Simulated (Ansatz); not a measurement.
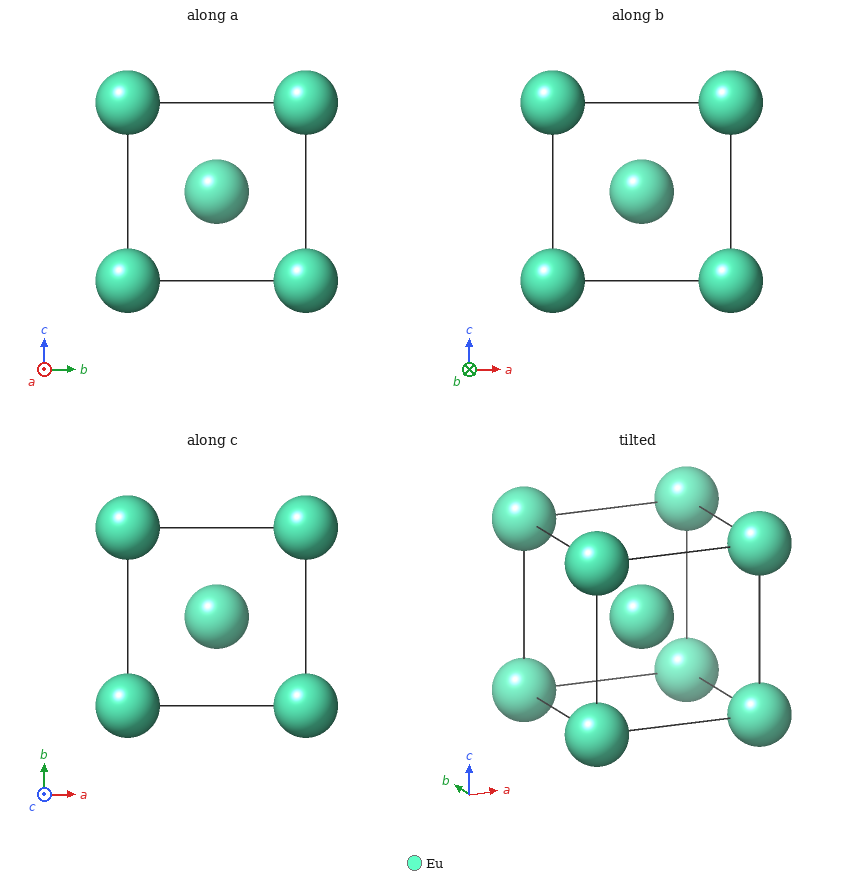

A spheres-only rendering, viewed along the a axis, along the b axis, along the c axis and slightly off an axis. Atoms at the boundary of the conventional unit cell (the box) are drawn once for each face, edge or corner they touch.

Lattice parameters: a = 4.435 Å, b = 4.435 Å, c = 4.435 Å, α = 90.00°, β = 90.00°, γ = 90.00°. Put a along x and b in the xy plane.

Q: Write the structure as a POSCAR file.

A:
```
Eu
1.0
     4.435    0.000    0.000
     0.000    4.435    0.000
     0.000    0.000    4.435
Eu
2
Direct
  0.0000 0.0000 0.0000
  0.5000 0.5000 0.5000
```

Starting structure: the standard structure of this element. The cell was then strained or its atoms displaced on purpose. Ansatz was used for an electronic-structure calculation on it.
